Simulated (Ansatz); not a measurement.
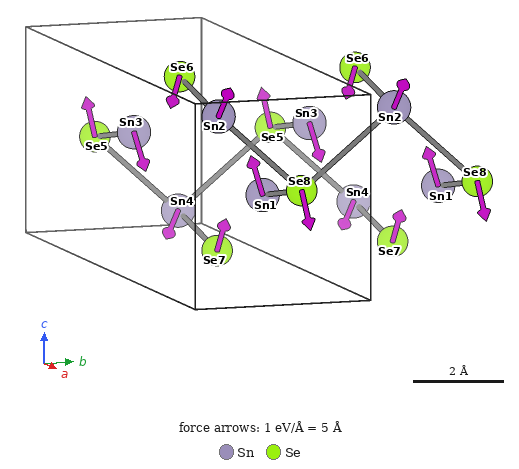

A changed version of solid SnSe (built on the database structure type) at its r2SCAN-relaxed geometry, with the computed forces as purple arrows. Style: ball-and-stick. Shown: the cell of the calculation, repeated 1 × 2 × 1 with one cell outlined, slightly off an axis.

All numbers below come from Ansatz, DFT, PBE, plane waves, PAW. (plane-wave cutoff 420 eV; k-point mesh 2 × 6 × 6; occupations fermi dirac; smearing width 0.02 eV; no spin polarisation)

**Describe the distortion and the response.**

The cell is strained by −1.0 % along c and none across it (volume −1.0 %). The atoms were relaxed with r2SCAN under that strain, and this is a single point on that geometry. The energy changes by less than 1 meV per atom. The pressure goes from 1.1 to 1.4 GPa. The principal stresses (compression positive) are 1.6 GPa along b and 1.2 GPa across it. The largest forces, 0.23 eV/Å, act on Sn1, Sn2, Sn3 and Sn4; on Sn1 it points along [−1 0 2]. The space group stays Pnma (No. 62).

Limits of the set-up: layers or molecules are held without a dispersion correction, so their spacing is unreliable.
